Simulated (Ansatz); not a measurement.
**WS₂: geometry relaxation (part 1 of 3)**

System: WS₂ (3 atoms in the cell).
Method: DFT PBE, scalar-relativistic, plane waves, PAW, no spin polarisation (Ansatz 0.2.0).

The structure derives from a Materials Project entry.

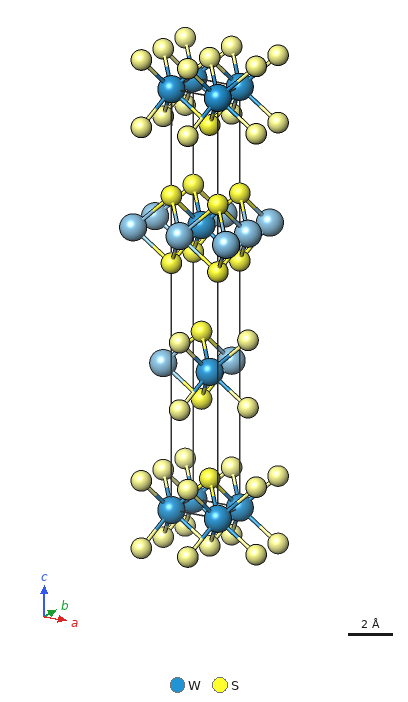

The starting structure (ball-and-stick view of the cell 3 times as large as that of the calculation, set on its symmetry axes, seen slightly off an axis; neighbours outside the cell are drawn fainter). Near neighbours in the crystal (not all of them lie inside the picture): W has 6 S at 2.41 Å; S has 3 W at 2.41 Å.

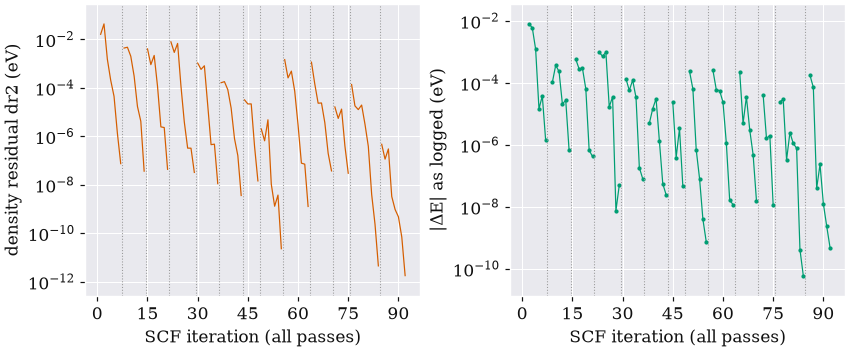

Convergence of the self-consistent field: density residual dr2 and size of the energy change against the SCF iteration. The dotted lines part the SCF passes of the relaxation: geometry steps, rejected trials and re-solves on a re-selected basis. The 13 passes take 5 to 9 iterations each, 92 in all.

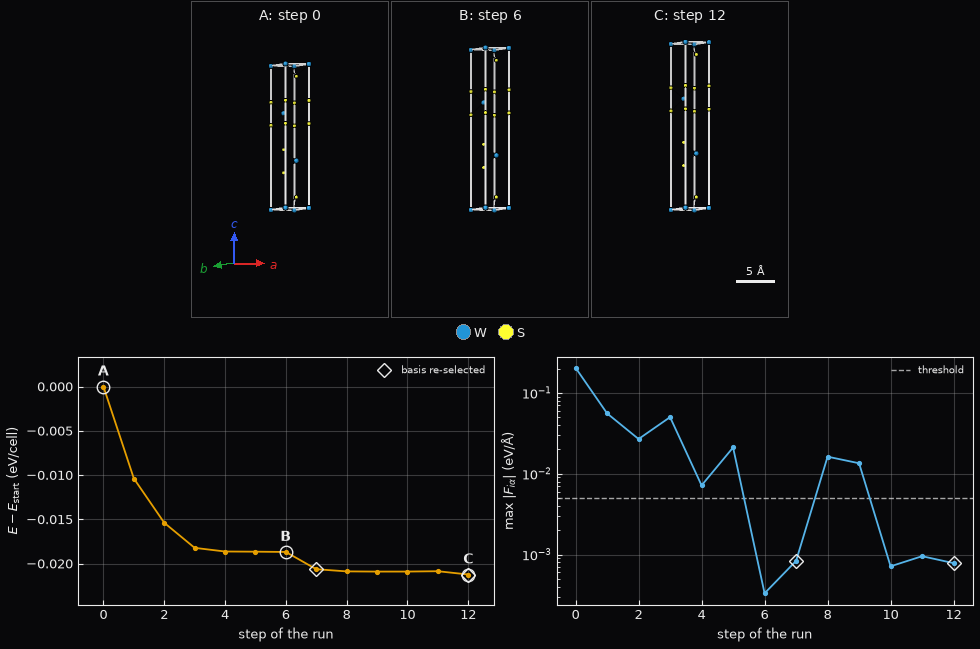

Frames of the relaxation (ball-and-stick view of the cell 3 times as large as that of the calculation, set on its symmetry axes, seen at an oblique angle) above the curves, on which the letters mark them (the first geometry is step 0 here and step 1 in the log).

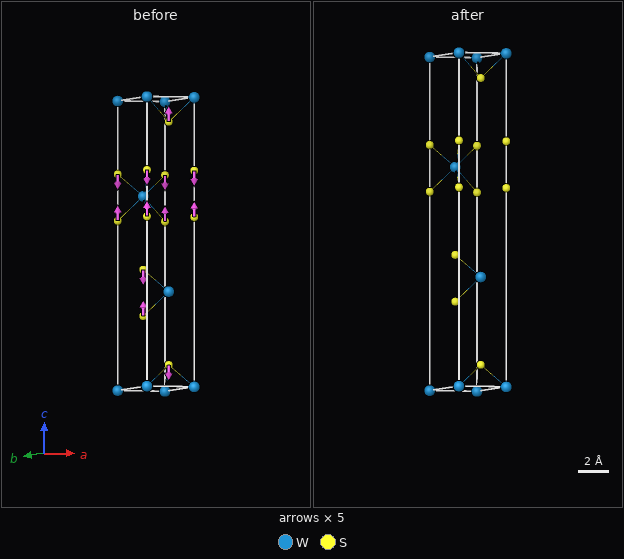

Before (left) and after (right) the relaxation, at one scale (ball-and-stick view of the cell 3 times as large as that of the calculation, set on its symmetry axes, seen at an oblique angle). The pink arrows give the displacements (without the part carried along by the change of the cell), magnified 5 times. After 10 geometry steps the energy has fallen by 20.9 meV per cell of the calculation. Largest force component: 0.2 eV/Å at the start, 0.00078 eV/Å at the end. Pressure: 1.79 GPa at the start and 0.00 GPa at the end. 1 further SCF at an unchanged geometry re-selected the plane-wave basis for the new cell. The largest moves relative to the cell, 0.23 Å, are those of S2 and S3. W stays in place. The volume changes by +15.4 %, with a = b 3.185 → 3.188 Å (+0.1 %), c 19.469 → 22.423 Å (+15.2 %). Distances before and after: W1–S2 2.411 → 2.420 Å. The space group stays R3m (No. 160). The energy change given includes the shifts at the re-selections in mid-walk, which come without any move. A last SCF at the same geometry on a re-selected plane-wave basis shifts the energy by −0.4 meV per cell of the calculation. (Atoms are counted from 1 in the order of the input.)

These pictures come from the run below.

**The input**
```yaml
crystal:
  lattice:
    - [1.5924332554, 0.9193917687, 6.4898005779]
    - [-1.5924332554, 0.9193917687, 6.4898005779]
    - [0.0, -1.8387835373, 6.4898005779]
  atoms:
    - { symbol: W, position: [0.00066787, 0.00066787, 0.00066787] }
    - { symbol: S, position: [0.41411232, 0.41411232, 0.41411232] }
    - { symbol: S, position: [0.25391981, 0.25391981, 0.25391981] }
basis:
  ecutwfc: 420
kpoints:
  mp_grid: { grid: [12, 12, 12] }
hamiltonian:
  xc: pbe
scf:
  occupations: { method: gaussian, width: 0.02 }
output:
  forces: true
  stress: true
  eigenvalues: true
relax:
  adjacent_minimum: "off"
  f_tol: 0.005
  max_steps: 80
  cell: { stress_tol: 0.05 }
```

Run as:
```bash
ansatz run input.yaml --threads 4 --pin off --max-ram 6144MiB --backend cpu --events-out ev --progress --plain --runs-dir out
```

**Output**
```
basis.fft_grid_basis auto: the FFT boxes are laid along the combinations [[1, 0, -1], [0, 1, -1], [0, 0, 1]] of the cell's own vectors, 3.185, 3.185 and 6.745 Å long. The dense box has 24×24×48 points. Along the cell's own vectors, as sized, it would have 48×48×48, 4.00 times as many. Of the 6 symmetry operations that the crystal satisfies within crystal.symmetry.tolerance (time reversal apart; of a slab, those that keep its plane) the dense box along the cell's own vectors carries 6, and the one as laid loses 4 of those. basis.fft_grid_basis: typed keeps the cell's own vectors: state it where this run's energies or levels are differenced outside the engine with another run's, or held beside a run that keeps those vectors.
Engine: ansatz 0.2.0, aarch64-unknown-linux-gnu
Pseudopotentials: kind: paw
Pseudopotential: W, paw, valence charge 14, recommended cutoff 420 eV (normal), W.paw.azcp
Pseudopotential: S, paw, valence charge 6, recommended cutoff 420 eV (normal), S.paw.azcp
Functional definition: PBE
  parameter kappa = 0.804
  parameter beta = 0.06672455060314922
  exchange = pbe_x(kappa = kappa, mu = beta*pi^2/3)
  correlation = pbe_c(beta = beta)
Crystal: 3 atoms, lattice volume = 57.009 Å³
Basis set: ecut = 420 eV, 1155 PW (Γ), FFT grids on a1−a3, a2−a3, a3, exchange–correlation on 48×48×96 points (8 copies of the dense FFT grid, shifted against one another)
Bands: 17, of which v1, the nominal top of the filled ones, is band 13 counted from 1 (12 counted from 0)
Symmetry: 6 space group operations
Space group: R3m (ITA 160), of the structure as read, at distance tolerance 3.8e-5 Å
k-points: 189 of 1728 (time reversal used)
Non-local potential: W, projectors of the file, l = 0: 3, l = 1: 2, l = 2: 2, l = 3: 1
Non-local potential: S, projectors of the file, l = 0: 2, l = 1: 2, l = 2: 2
PAW form: soft (Blöchl's): semilocal exchange-correlation on the pseudo side does not see the compensation charge
PAW one-centre angular grid: W, 590 points (default); XC on 64 Gauss nodes
PAW one-centre angular grid: S, 110 points (default); XC on 64 Gauss nodes
Initial density: superposition of atomic densities (neutral atoms: chi_scale 0, normalization atom), corrected by the library's trained network
Initial wavefunctions: pseudopotential atomic-orbital guess
Functional: x = pbe(κ = 0.804, μ = 0.2195149727645171), c = pbe(β = 0.06672455060314922)
SCF iter   1: F=—  HF=-12191.416932 eV  |F-HF|=—  |Δ(HF+E_count)|=         —  Δρ=5.33e-3  dr2=1.61e-2  ethr=1.77e-3  ⟨swp⟩=6.0  Hψ=19184  notcnv=0
preconditioner: auto → none  [insulator: Δε(μ)=1.205 eV  Ē_g=8.729 eV  σ=0.020 eV  W_gap=1.00  n_scr=16 (ndim 8)  ℏωp=20.9 eV  f_vac=0.047  D(μ)=0.00/eV (n_scr^D=0)  ε∞_Penn≈6.7]
SCF iter   2: F=—  HF=-12191.424906 eV  |F-HF|=—  |Δ(HF+E_count)|=   7.97e-3  Δρ=5.11e-3  dr2=4.32e-2  ethr=6.18e-5  ⟨swp⟩=3.2  Hψ=7439  notcnv=0
SCF iter   3: F=—  HF=-12191.418885 eV  |F-HF|=—  |Δ(HF+E_count)|=   6.02e-3  Δρ=2.04e-3  dr2=1.52e-3  ethr=6.18e-5  ⟨swp⟩=3.0  Hψ=5698  notcnv=0
SCF iter   4: F=—  HF=-12191.420107 eV  |F-HF|=—  |Δ(HF+E_count)|=   1.22e-3  Δρ=4.55e-4  dr2=2.06e-4  ethr=5.83e-6  ⟨swp⟩=2.0  Hψ=5295  notcnv=0
SCF iter   5: F=—  HF=-12191.420122 eV  |F-HF|=—  |Δ(HF+E_count)|=   1.45e-5  Δρ=1.73e-4  dr2=4.44e-5  ethr=7.93e-7  ⟨swp⟩=2.0  Hψ=4661  notcnv=0
SCF iter   6: F=—  HF=-12191.420084 eV  |F-HF|=—  |Δ(HF+E_count)|=   3.76e-5  Δρ=6.10e-5  dr2=1.34e-6  ethr=1.71e-7  ⟨swp⟩=2.2  Hψ=4253  notcnv=0
SCF iter   7: F=-12191.420086 eV  HF=-12191.420086 eV  |F-HF|=1.23e-7  |Δ(HF+E_count)|=   1.39e-6  Δρ=1.50e-5  dr2=7.42e-8  ethr=3.85e-10  ⟨swp⟩=4.2  Hψ=15644  notcnv=0
SCF 1 converged in 7 iterations: F = -12191.420086 eV  dr2 = 7.42e-8
  greatest PAW one-centre occupation: 1.000 electrons in one spin orbital (limit 2), on the W atom at site 0 (counted from 0), in its partial waves of l = 0
relax step   1: F+E_penalty+E_count = -12191.42008583 eV  Δ(F+E_penalty+E_count) = +0.000e0 eV  max|allowed force component| = 2.049e-1 eV/Å  Δτ_max = 0.0000 Å  P = +1.786 GPa  Ω = 57.009 Å³  (7 SCF iters, dr2 threshold 1.00e-7 eV, accepted)
Crystal: 3 atoms, lattice volume = 58.788 Å³
Basis set: ecut = 420 eV, 1175 PW (Γ), FFT grids on a1−a3, a2−a3, a3, exchange–correlation on 48×48×96 points (8 copies of the dense FFT grid, shifted against one another)
Initial density: handed on by an earlier stage of this run
Initial wavefunctions: those handed on with the density
iter 1 solved again at ethr=1.65e-5 eV; its pass at ethr=3.10e-3 eV (dr2=4.29e-3 eV) is discarded
SCF iter   1: F=—  HF=-12191.431223 eV  |F-HF|=—  |Δ(HF+E_count)|=         —  Δρ=2.60e-3  dr2=4.35e-3  ethr=1.65e-5  ⟨swp⟩=2.1  Hψ=22200  notcnv=0
preconditioner: auto → none  [insulator: Δε(μ)=1.342 eV  Ē_g=8.671 eV  σ=0.020 eV  W_gap=1.00  n_scr=16 (ndim 8)  ℏωp=20.5 eV  f_vac=0.082  D(μ)=0.00/eV (n_scr^D=0)  ε∞_Penn≈6.6]
SCF iter   2: F=—  HF=-12191.431119 eV  |F-HF|=—  |Δ(HF+E_count)|=   1.04e-4  Δρ=1.76e-3  dr2=4.71e-3  ethr=1.65e-5  ⟨swp⟩=2.7  Hψ=5423  notcnv=0
SCF iter   3: F=—  HF=-12191.430751 eV  |F-HF|=—  |Δ(HF+E_count)|=   3.67e-4  Δρ=1.22e-3  dr2=2.01e-3  ethr=1.65e-5  ⟨swp⟩=2.0  Hψ=5234  notcnv=0
SCF iter   4: F=—  HF=-12191.430520 eV  |F-HF|=—  |Δ(HF+E_count)|=   2.32e-4  Δρ=5.67e-4  dr2=3.06e-4  ethr=7.72e-6  ⟨swp⟩=1.0  Hψ=3218  notcnv=0
SCF iter   5: F=—  HF=-12191.430499 eV  |F-HF|=—  |Δ(HF+E_count)|=   2.08e-5  Δρ=1.46e-4  dr2=1.70e-5  ethr=1.18e-6  ⟨swp⟩=2.2  Hψ=3923  notcnv=0
SCF iter   6: F=—  HF=-12191.430472 eV  |F-HF|=—  |Δ(HF+E_count)|=   2.72e-5  Δρ=4.38e-5  dr2=4.15e-6  ethr=6.54e-8  ⟨swp⟩=2.0  Hψ=4398  notcnv=0
SCF iter   7: F=-12191.430471 eV  HF=-12191.430471 eV  |F-HF|=1.21e-9  |Δ(HF+E_count)|=   6.75e-7  Δρ=1.06e-5  dr2=3.63e-8  ethr=1.15e-9  ⟨swp⟩=4.8  Hψ=14832  notcnv=0
SCF 2 converged in 7 iterations: F = -12191.430471 eV  dr2 = 3.63e-8
relax step   2: F+E_penalty+E_count = -12191.43047084 eV  Δ(F+E_penalty+E_count) = -1.039e-2 eV  max|allowed force component| = 5.589e-2 eV/Å  Δτ_max = 0.0289 Å  P = -0.167 GPa  Ω = 58.788 Å³  energy of the carried Pulay correction = -2.881e-4 eV  (7 SCF iters, dr2 threshold 3.00e-7 eV, accepted)
Crystal: 3 atoms, lattice volume = 60.278 Å³
Basis set: ecut = 420 eV, 1193 PW (Γ), FFT grids on a1−a3, a2−a3, a3, exchange–correlation on 48×48×96 points (8 copies of the dense FFT grid, shifted against one another)
iter 1 solved again at ethr=1.53e-5 eV; its pass at ethr=3.10e-3 eV (dr2=3.97e-3 eV) is discarded
SCF iter   1: F=—  HF=-12191.435993 eV  |F-HF|=—  |Δ(HF+E_count)|=         —  Δρ=3.09e-3  dr2=4.03e-3  ethr=1.53e-5  ⟨swp⟩=2.1  Hψ=22490  notcnv=0
preconditioner: auto → none  [insulator: Δε(μ)=1.437 eV  Ē_g=8.666 eV  σ=0.020 eV  W_gap=1.00  n_scr=16 (ndim 8)  ℏωp=20.3 eV  f_vac=0.116  D(μ)=0.00/eV (n_scr^D=0)  ε∞_Penn≈6.5]
SCF iter   2: F=—  HF=-12191.435419 eV  |F-HF|=—  |Δ(HF+E_count)|=   5.75e-4  Δρ=1.39e-3  dr2=9.02e-4  ethr=1.53e-5  ⟨swp⟩=2.0  Hψ=5429  notcnv=0
SCF iter   3: F=—  HF=-12191.435699 eV  |F-HF|=—  |Δ(HF+E_count)|=   2.80e-4  Δρ=1.16e-3  dr2=2.16e-3  ethr=3.47e-6  ⟨swp⟩=2.5  Hψ=6073  notcnv=0  recentre
SCF iter   4: F=—  HF=-12191.435407 eV  |F-HF|=—  |Δ(HF+E_count)|=   2.92e-4  Δρ=3.88e-4  dr2=1.14e-4  ethr=3.47e-6  ⟨swp⟩=2.0  Hψ=4954  notcnv=0
SCF iter   5: F=—  HF=-12191.435471 eV  |F-HF|=—  |Δ(HF+E_count)|=   6.37e-5  Δρ=7.23e-5  dr2=2.44e-6  ethr=4.39e-7  ⟨swp⟩=2.2  Hψ=4346  notcnv=0
SCF iter   6: F=—  HF=-12191.435471 eV  |F-HF|=—  |Δ(HF+E_count)|=   6.65e-7  Δρ=2.95e-5  dr2=2.29e-6  ethr=9.39e-9  ⟨swp⟩=2.0  Hψ=4901  notcnv=0
SCF iter   7: F=-12191.435471 eV  HF=-12191.435471 eV  |F-HF|=1.18e-8  |Δ(HF+E_count)|=   4.21e-7  Δρ=1.02e-5  dr2=4.32e-8  ethr=1.15e-9  ⟨swp⟩=4.2  Hψ=13972  notcnv=0
SCF 3 converged in 7 iterations: F = -12191.435471 eV  dr2 = 4.32e-8
relax step   3: F+E_penalty+E_count = -12191.43547089 eV  Δ(F+E_penalty+E_count) = -5.000e-3 eV  max|allowed force component| = 2.690e-2 eV/Å  Δτ_max = 0.0397 Å  P = -0.084 GPa  Ω = 60.278 Å³  energy of the carried Pulay correction = -5.228e-4 eV  (7 SCF iters, dr2 threshold 3.00e-7 eV, accepted)
Crystal: 3 atoms, lattice volume = 62.221 Å³
Basis set: ecut = 420 eV, 1229 PW (Γ), FFT grids on a1−a3, a2−a3, a3, exchange–correlation on 48×48×96 points (8 copies of the dense FFT grid, shifted against one another)
iter 1 solved again at ethr=2.98e-5 eV; its pass at ethr=3.10e-3 eV (dr2=7.74e-3 eV) is discarded
```
